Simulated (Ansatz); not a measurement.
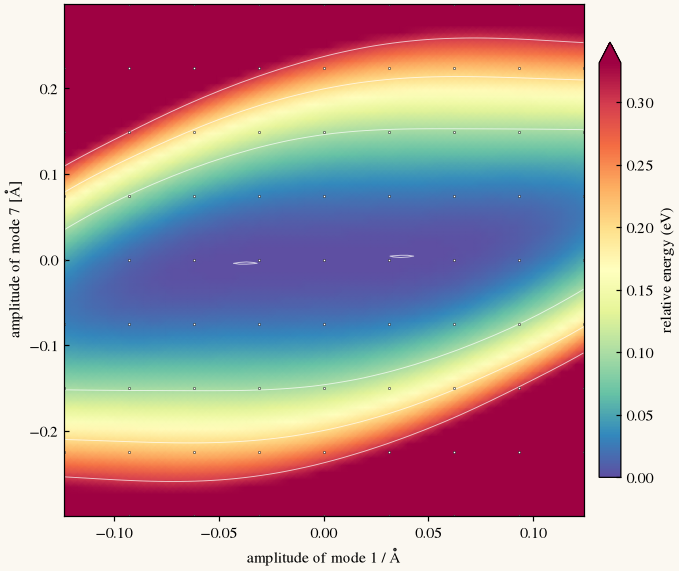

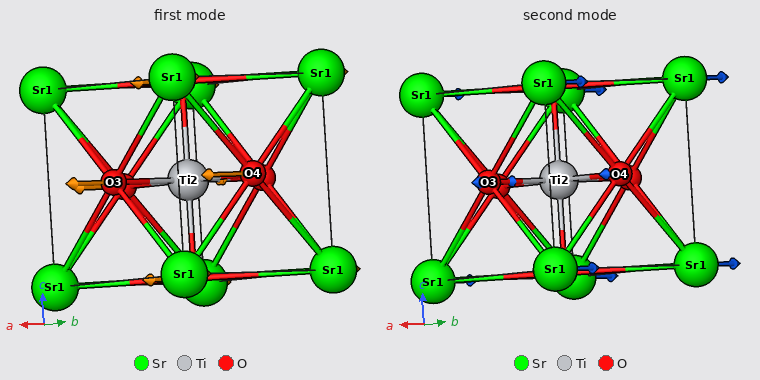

Energy landscape of SrTiO₃ (Pm-3m, No. 221; 5 atoms in the cell). The energy is mapped over two normal modes frozen in (zone-centre modes of the 5-atom cell of this scan). Coordinates scanned: (1) amplitude of mode 1 (77i cm⁻¹), largest displacement; (2) amplitude of mode 7 (156 cm⁻¹), largest displacement. Nothing is relaxed (the cell and all other modes fixed). Grid: 9 × 9 points; 41 points were computed and 40 follow by symmetry. Points are written as (first, second). Energies: eV per cell, counted from the lowest grid point. The calculation used Ansatz, DFT PBEsol, scalar-relativistic, plane waves, PAW. Settings: cutoff 520 eV, k-mesh 8×8×8, gaussian smearing 0.05 eV, no spin polarisation.

Drawn: a smooth colour map with a few white contour lines, dots at the grid points, one colour for all values above the top of the scale. Between grid points the surface is interpolated. The second picture is the reference structure; its two panels give the patterns of the first and the second mode as arrows.

**Describe this landscape.**

The lowest grid point is at (−0.031 Å, 0.000 Å); the map holds 2 wells of about this depth. No other kind of well shows on this grid. The highest grid point, (−0.124 Å, 0.299 Å), lies 1.70 eV above the lowest. On the interpolated surface the easiest way out of the lowest well to a well of about the same depth near (0.031 Å, 0.000 Å) passes a barrier of about 0.00045 eV, counted from the interpolated bottom of the well. The gap on the k-mesh is 1.9 eV at the lowest point and runs from 1.7 to 2.0 eV over the map.

The values on the grid:

```csv
"second ↓, first →",−0.124,−0.093,−0.062,−0.031,0.000,0.031,0.062,0.093,0.124
0.299,1.70,1.23,0.89,0.67,0.53,0.45,0.41,0.41,0.42
0.224,0.97,0.66,0.46,0.33,0.26,0.23,0.22,0.22,0.23
0.149,0.48,0.30,0.19,0.13,0.11,0.10,0.10,0.10,0.10
0.075,0.19,0.10,0.05,0.03,0.02,0.02,0.02,0.02,0.03
0.000,0.05,0.02,0.00,0.00,0.00,0.00,0.00,0.02,0.05
−0.075,0.03,0.02,0.02,0.02,0.02,0.03,0.05,0.10,0.19
−0.149,0.10,0.10,0.10,0.10,0.11,0.13,0.19,0.30,0.48
−0.224,0.23,0.22,0.22,0.23,0.26,0.33,0.46,0.66,0.97
−0.299,0.42,0.41,0.41,0.45,0.53,0.67,0.89,1.23,1.70
```

The input of one point:

```yaml
crystal:
  lattice:
    - [3.89138154, 0.0, 0.0]
    - [0.0, 3.89138154, 0.0]
    - [0.0, 0.0, 3.89138154]
  atoms:
    - { symbol: Sr, position: [0.001804714, 0.0, 0.0] }
    - { symbol: Ti, position: [0.5044551541, 0.5, 0.5] }
    - { symbol: O, position: [-0.0072802998, 0.5, 0.5] }
    - { symbol: O, position: [0.4920336776, 0.0, 0.5] }
    - { symbol: O, position: [0.4920336776, 0.5, 0.0] }
basis:
  ecutwfc: 520.0
kpoints:
  mp_grid: { grid: [8, 8, 8] }
hamiltonian:
  xc: pbesol
  pseudopotentials: { kind: paw, azcp: { folder: soft_1 } }
scf:
  occupations: { method: gaussian, width: 0.05 }
output:
  forces: true
  stress: true
  eigenvalues: true
```

Each point was launched as `ansatz run input.yaml --threads 2 --pin off --max-ram 4096MiB --backend cpu --events-out ev --progress --plain --runs-dir out`. Time for the 41 points that were run: 11 min on 2 threads of Arm Neoverse N1, with other jobs on the host.
